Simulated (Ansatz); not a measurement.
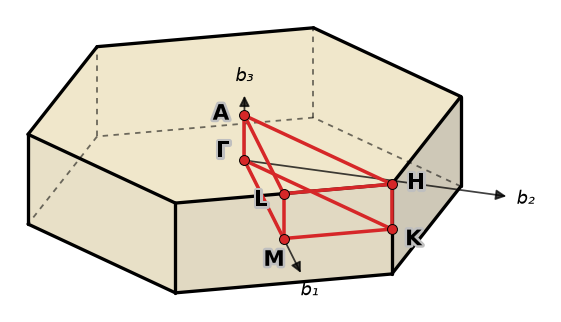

For Pt, the end point of a relaxation with Ansatz, DFT, r2SCAN, plane waves (500 eV) with PAW, scalar-relativistic; the starting structure was generated, so it need not be a known form of this composition: the first Brillouin zone and its special points. All values are computed from the atomic coordinates in the standard setting (tolerance 0.002 Å).

Space group No. 194, P6₃/mmc; a = 2.765 Å, b = 2.765 Å, c = 9.281 Å, α = 90.00°, β = 90.00°, γ = 120.00°.

Labels and path follow the convention of Hinuma et al. (2017), as computed by seekpath; the arrows show the directions of the reciprocal primitive vectors b₁, b₂, b₃, in which coordinates are given; lengths include the factor 2π.

Question: List the special points with their coordinates and distances from Γ.

Answer:
| point | k₁ | k₂ | k₃ | length of k (1/Å) |
| --- | --- | --- | --- | --- |
| Γ | 0 | 0 | 0 | 0.000 |
| A | 0 | 0 | 1/2 | 0.339 |
| K | 1/3 | 1/3 | 0 | 1.515 |
| H | 1/3 | 1/3 | 1/2 | 1.552 |
| M | 1/2 | 0 | 0 | 1.312 |
| L | 1/2 | 0 | 1/2 | 1.355 |

Question: What is the zone's volume?

Answer: (2π)³ over the primitive cell's volume of 61.44 Å³: 4.04 Å⁻³.
